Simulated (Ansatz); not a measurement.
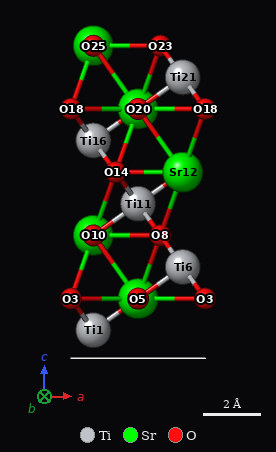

Starting structure of a slab of composition SrTiO₃ (cut from the Pm-3m phase). Style: ball-and-stick. Shown: the cell of the calculation, outlined in the plane, without the vacuum (origin shifted), along the b axis.

Case: (1 1 1) slab, atoms relaxed. The slab is the (1 1 1) face of SrTiO3.

All numbers below come from Ansatz 0.2.0, DFT PBEsol, scalar-relativistic, plane waves, PAW.

The input:
```yaml
crystal:
  lattice:
    - [5.5028748676, 0.0, 0.0]
    - [-2.7514374338, 4.7656294292, 0.0]
    - [0.0, 0.0, 25.109426658]
  atoms:
    - { symbol: Ti, position: [0.3333333333, 0.6666666667, 0.2986926027] }
    - { symbol: Sr, position: [0.6666666667, 0.3333333333, 0.3434275799] }
    - { symbol: O, position: [0.1666666667, 0.8333333333, 0.3434275799] }
    - { symbol: O, position: [0.1666666667, 0.3333333333, 0.3434275799] }
    - { symbol: O, position: [0.6666666667, 0.8333333333, 0.3434275799] }
    - { symbol: Ti, position: [0.0, 0.0, 0.388162557] }
    - { symbol: Sr, position: [0.3333333333, 0.6666666667, 0.4328975342] }
    - { symbol: O, position: [0.8333333333, 0.1666666667, 0.4328975342] }
    - { symbol: O, position: [0.8333333333, 0.6666666667, 0.4328975342] }
    - { symbol: O, position: [0.3333333333, 0.1666666667, 0.4328975342] }
    - { symbol: Ti, position: [0.6666666667, 0.3333333333, 0.4776325114] }
    - { symbol: Sr, position: [0.0, 0.0, 0.5223674886] }
    - { symbol: O, position: [0.5, 0.5, 0.5223674886] }
    - { symbol: O, position: [0.5, 0.0, 0.5223674886] }
    - { symbol: O, position: [0.0, 0.5, 0.5223674886] }
    - { symbol: Ti, position: [0.3333333333, 0.6666666667, 0.5671024658] }
    - { symbol: Sr, position: [0.6666666667, 0.3333333333, 0.611837443] }
    - { symbol: O, position: [0.1666666667, 0.8333333333, 0.611837443] }
    - { symbol: O, position: [0.1666666667, 0.3333333333, 0.611837443] }
    - { symbol: O, position: [0.6666666667, 0.8333333333, 0.611837443] }
    - { symbol: Ti, position: [0.0, 0.0, 0.6565724201] }
    - { symbol: Sr, position: [0.3333333333, 0.6666666667, 0.7013073973] }
    - { symbol: O, position: [0.8333333333, 0.1666666667, 0.7013073973] }
    - { symbol: O, position: [0.8333333333, 0.6666666667, 0.7013073973] }
    - { symbol: O, position: [0.3333333333, 0.1666666667, 0.7013073973] }
basis:
  ecutwfc: 420
kpoints:
  mp_grid: { grid: [6, 6, 1] }
hamiltonian:
  xc: pbesol
scf:
  occupations: { method: gaussian, width: 0.05 }
output:
  forces: true
  eigenvalues: true
  write_density: true
  write_potential: true
  elf: true
  volumetric_format: npy
relax:
  adjacent_minimum: "off"
  f_tol: 0.02
  max_steps: 60
efield:
  axis: 3
  dipole_correction: true
  ramp_width: 0.04
```

Command:
```bash
ansatz run input.yaml --threads 4 --pin off --max-ram 10240MiB --backend cpu --events-out ev --progress --plain --runs-dir out
```

### Predict the outcome.

Over 9 geometry steps the energy falls by 4.778 eV per cell of the calculation. Largest force component: 5.4 eV/Å at the start, 0.012 eV/Å at the end. Sr17 moves most relative to the layer's centre: 0.51 Å along the normal (+c). By element the largest moves are Sr 0.51 Å, Ti 0.39 Å, O 0.37 Å. The lattice vectors keep their values. Near-neighbour distances that change, for instance: O13–Sr17 2.751 → 3.325 Å, O10–Sr12 2.751 → 3.272 Å, O3–Sr7 2.751 → 3.256 Å, Ti11–Sr17 3.370 → 3.739 Å. Among the angles between lasting bonds that change: Sr17–O19–Sr17 180.0° → 157.9°, Ti1–O4–Ti6 180.0° → 159.1°, Sr2–O4–Sr2 180.0° → 159.3°. The run took 3.6 min on 4 threads of Intel(R) Xeon(R) Platinum 8259CL CPU @ 2.50GHz (Skylake/Cascade Lake) (shared host), peak memory 2.1 GiB.

Step by step:

```csv
step,"E − E(0), meV/atom","largest force component, eV/Å"
0,0.00,5.3788
1,-68.05,3.7075
2,-149.59,2.4006
3,-180.33,0.9354
4,-189.25,0.5390
5,-189.37,0.7604
6,-190.12,0.5793
7,-191.02,0.1710
8,-191.13,0.0416
9,-191.14,0.0119
```

The end point in the same view:

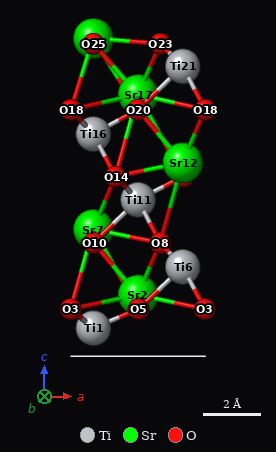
